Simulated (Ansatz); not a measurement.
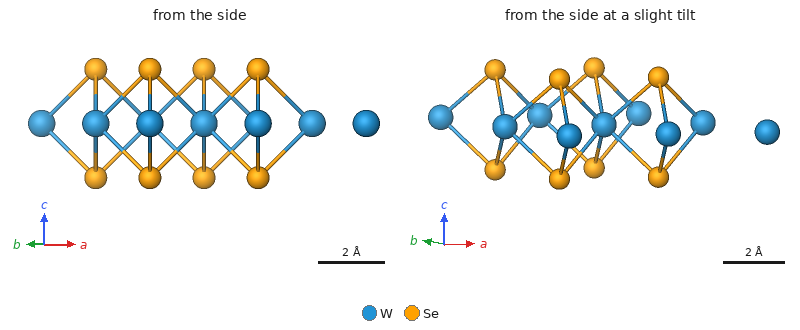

A ball-and-stick picture of a periodic sheet, seen from the side and from the side at a slight tilt. The surface normal points up in side views; the vacuum is left out. 2×2 cells are drawn in the plane, with atoms at the edges repeated.

The cell holds 1 W, 2 Se.

Question: Give the termination of both faces.

Answer: The top face ends in Se, the bottom face in Se. The two faces are alike.

Question: Read the thickness off the scale bar.

Answer: About 3.3 Å from the lowest to the highest atom.

Question: How are the atomic planes stacked?

Answer: Three planes: Se / W / Se.

Question: Describe the bonded network.

Answer: W is linked to six Se in a trigonal prismatic arrangement at about 2.5 Å. Se is linked to three W in a trigonal pyramidal arrangement at about 2.5 Å. Not all metal-metal contacts are counted. The bonds build WSe2 layers parallel to the surface.

The structure was taken from a structure listed in the Materials Project. The cell was then strained or its atoms displaced on purpose. It was run through Ansatz as a DFT input.
